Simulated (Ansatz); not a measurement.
System: vacancy (removed N) in AlN.

The given structure:
```xyz
2
Lattice="0.0000 2.2016 2.2016 2.2016 0.0000 2.2016 2.2016 2.2016 0.0000" Properties=species:S:1:pos:R:3 pbc="T T T"
Al    0.0000    0.0000    0.0000
N     3.3024    3.3024    3.3024
```

Method: charge states of a point defect in a periodic supercell, each relaxed, energies over the elements' standard states with the Fermi level at the host's valence band top, point-charge and potential alignment terms added, no band filling term, levels over that top; plane waves with PAW datasets; energies extrapolated to zero smearing (Ansatz 0.2.0). Level: PBE, allowed.

```csv
setting,value
host atoms in supercell,32
wave cutoff,420 eV
k mesh,2×2×2
occupations,Gaussian
smearing width,0.01 eV
k shift,"(0.5, 0.5, 0.5) (mesh steps)"
start displacement,0.05 Å
defect kind,vacancy
removed element,N
defect place,"(0.75, 0.75, 0.75) (fraction of the host cell vector)"
host gap,3.312 eV
static dielectric xx yy zz,"(8.66, 8.66, 8.66)"
```

What does the calculation give for the formation energy of each charge state against the Fermi level?

The stable charge changes at 0.29 eV (+2/+1) and 3.23 eV (+1/0) above the valence band top. The lowest state is +2 at the valence band top, +1 at mid-gap and 0 at the conduction band bottom, 3.31 eV higher. With the Fermi level at mid-gap the formation energy is 3.9 eV against the elements' standard states.

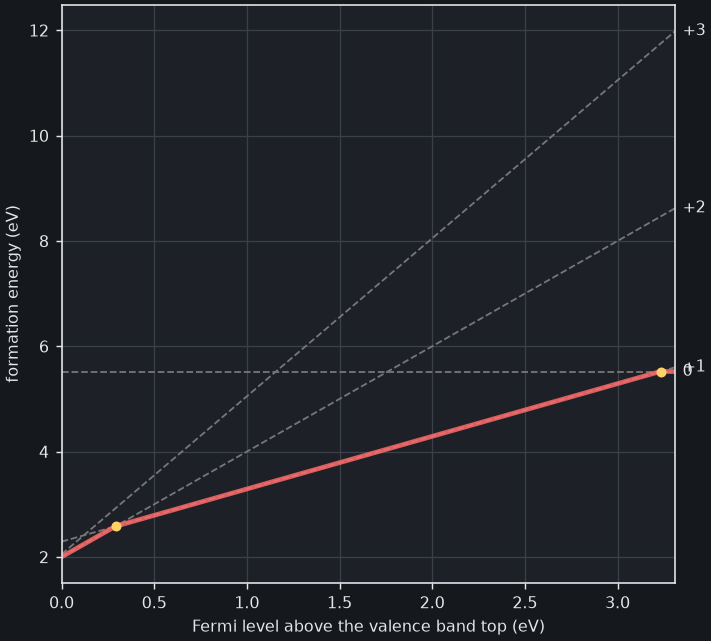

The thick line follows the lowest charge state; the axis spans the host's computed gap.

Note: a crossing between the sampled k points may be missed; charged cell in a neutralising background; coarse k mesh; fractional moment from partly filled bands; potential alignment in doubt; random start near the defect, other minima possible; small supercell.
